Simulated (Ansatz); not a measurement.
System: Ir, space group Fm-3m (No. 225) (one of a set of cubic test structures, which need not be the stable phase).

Input of one of the runs behind the figure:
```
crystal:
  lattice:
    - [0.0, 1.922013031514, 1.922013031514]
    - [1.922013031514, 0.0, 1.922013031514]
    - [1.922013031514, 1.922013031514, 0.0]
  atoms:
    - { symbol: Ir, position: [0.0, 0.0, 0.0] }
kpoints:
  mp_grid: { grid: [6, 6, 6] }
hamiltonian:
  xc: hse06
  pseudopotentials: { kind: paw }
scf:
  occupations: { method: fermi_dirac, width: 0.1 }
  convergence: { dr2_threshold: "1e-10 eV" }
  exx: { energy_threshold: "1e-8 eV" }
output:
  forces: true
  stress: true
  eigenvalues: true
```

Command:
```bash
ansatz run input.yaml --threads 2
```

Computed with Ansatz 0.2.0 development build: equation of state of a cubic crystal from periodic Kohn-Sham density functional theory without spin, third-order Birch-Murnaghan fit to the free energies; pressure corrected for the finite basis. Level: HSE06.

- structure type: fcc
- atoms in cell: 1
- space group number: 225
- lattice centring: face-centred primitive
- k mesh: 6×6×6
- occupation method: Fermi–Dirac
- occupation width: 0.1 eV
- wave cutoff: 420 eV
- datasets: soft-1 PAW
- density tolerance: 0 eV
- bands: 13
- density cutoff ratio: 4
- search for lower states: default
- exchange singularity: Wigner-Seitz

What does the calculation give for the energy above the lowest point against volume? The volume takes the values 13.33, 13.77, 14.20, 14.64, 15.07 Å³/atom.

A third-order Birch–Murnaghan fit gives V0 = 14.01 Å³/atom, B0 = 397 GPa and B′ = 5.1. The energy above the lowest point is 42.0 meV/atom at volume 13.33 Å³/atom and 82.5 meV/atom at 15.07 Å³/atom; the lowest computed point is at volume 14.20 Å³/atom (0.0 meV/atom), and no other minimum shows.

```json
{"volume (Å³/atom)": "13.33", "energy above the lowest point (meV/atom)": "42.0"}
{"volume (Å³/atom)": "13.77", "energy above the lowest point (meV/atom)": "2.4"}
{"volume (Å³/atom)": "14.20", "energy above the lowest point (meV/atom)": "0.0"}
{"volume (Å³/atom)": "14.64", "energy above the lowest point (meV/atom)": "28.5"}
{"volume (Å³/atom)": "15.07", "energy above the lowest point (meV/atom)": "82.5"}
```

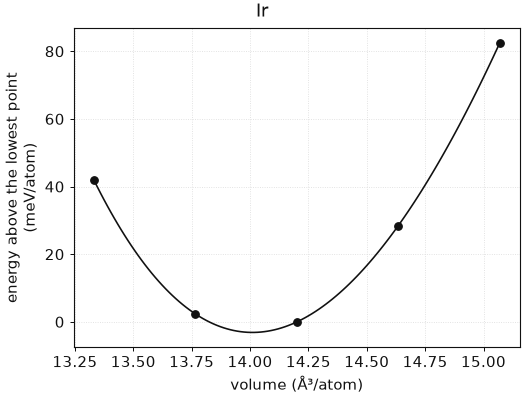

Keep in mind: coarse k-mesh, values are not converged in k.
